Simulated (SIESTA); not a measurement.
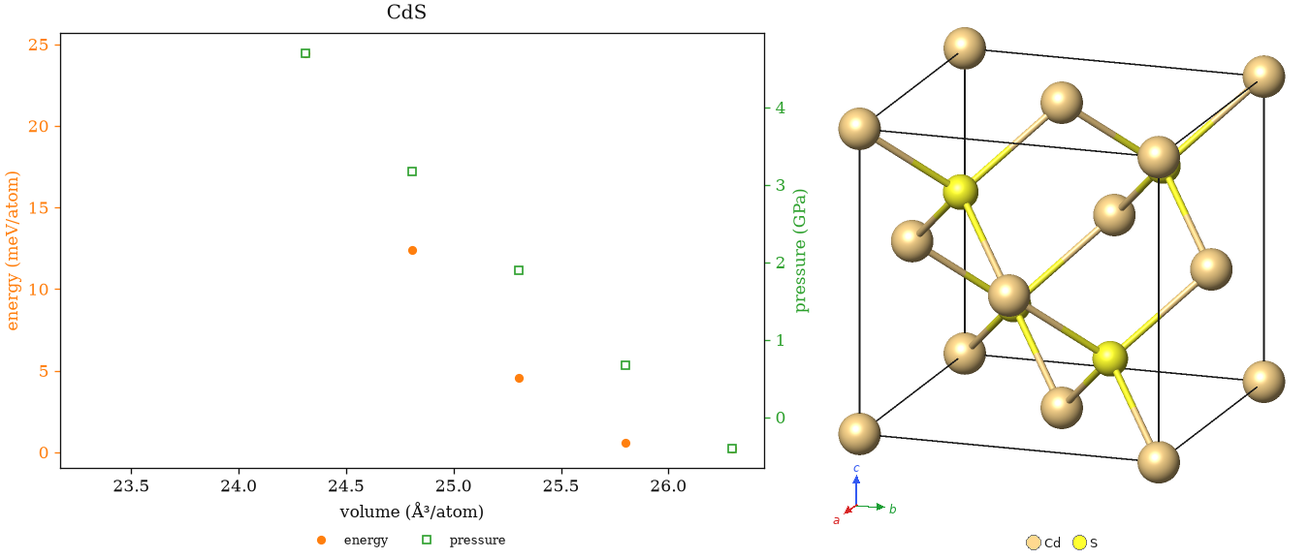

The picture above shows the energy and pressure against volume for CdS, space group F-43m (No. 216). The conventional cell is drawn beside the plot.

Cell as given: a = 4.125 Å, b = 4.125 Å, c = 4.125 Å, α = 60.00°, β = 60.00°, γ = 60.00°; 2 atoms.

Method: DFT in numerical atomic orbitals with pseudopotentials, no spin polarisation; energies at scaled volumes of the given cell, shape and fractions fixed, counted from the fit's minimum, third-order Birch-Murnaghan fit (SIESTA 5.4.2). Level: PBE.

- k mesh: 8×8×8
- occupations: Fermi–Dirac
- smearing width: 0.05 eV
- potentials: PseudoDojo 0.4 standard, converted to PSML, two zetas on semicore shells
- program settings: basis DZP, mesh cutoff 800 Ry

The points at volume 23.32 Å³/atom and 23.82 Å³/atom are left out of the plot. What values does the calculation give there?

| volume (Å³/atom) | energy (meV/atom) | pressure (GPa) |
| --- | --- | --- |
| 23.32 | 63.92 | 8.17 |
| 23.82 | 41.54 | 6.35 |

Caveats: mulliken charges of long orbitals.
